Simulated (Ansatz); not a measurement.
System: NiGe$_{3}$.

The calculation's input:

```
crystal:
  lattice:
    - [2.83563506, 0.0, 0.0]
    - [0.0, 2.83563506, 0.0]
    - [0.0, 0.0, 17.0846948343]
  atoms:
    - { symbol: Ni, position: [1.0, 1.0, 0.25], spin: 2.0 }
    - { symbol: Ge, position: [0.5, 0.5, 0.1587956369] }
    - { symbol: Ge, position: [0.5, 0.5, 0.3412043631] }
    - { symbol: Ge, position: [0.5, 0.5, 1.0] }
    - { symbol: Ni, position: [1.0, 1.0, 0.75], spin: -2.0 }
    - { symbol: Ge, position: [0.5, 0.5, 0.6587956369] }
    - { symbol: Ge, position: [0.5, 0.5, 0.8412043631] }
    - { symbol: Ge, position: [0.5, 0.5, 0.5] }
basis:
  ecutwfc: 420
kpoints:
  mp_grid: { grid: [12, 12, 2] }
hamiltonian:
  xc: pbe
scf:
  occupations: { method: gaussian, width: 0.1 }
output:
  forces: true
  stress: true
  eigenvalues: true
  populations: true
  write_density: true
  write_potential: true
  elf: true
  volumetric_format: npy
magnetization:
  spin_polarized: true
relax:
  adjacent_minimum: "off"
  f_tol: 0.01
  max_steps: 40
  cell: { stress_tol: 0.05 }
```

Launched as:

```sh
ansatz run input.yaml --threads 1 --pin off --max-ram 2560MiB --backend cpu --events-out ev --progress --plain --runs-dir out
```

The fields are those of the relaxed geometry.

Space group P4/mmm; a generated structure, not necessarily the stable one; the program warned that a starting moment wasn't kept; spin-polarised, but the moments vanished.

Method: DFT PBE, scalar-relativistic, plane waves, PAW in Ansatz.

Q: Predict the valence pseudo-density and electron localisation function between the atoms.

A: Ni–Ge (2.54 Å): the density is about 0.33 e/Å³ at the midpoint; the ELF is about 0.35 at the midpoint.
Ge–Ge (2.71 Å): ρ is about 0.39 e/Å³ halfway, with its minimum of 0.24 e/Å³ about 1.5 Å from Ge; the ELF peaks at about 0.65 between the atoms.

Q: Does the calculation give a band gap?

A: It is gapless in this calculation (a metal or semimetal).

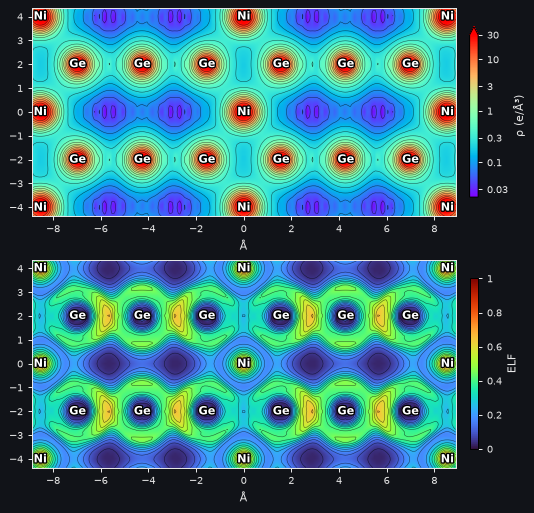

Computed valence pseudo-density and electron localisation function on the (11̄0) plane of the calculation cell, in this order. 

Core electrons are frozen (PAW), and the valence fields are smoothed inside the atomic spheres.
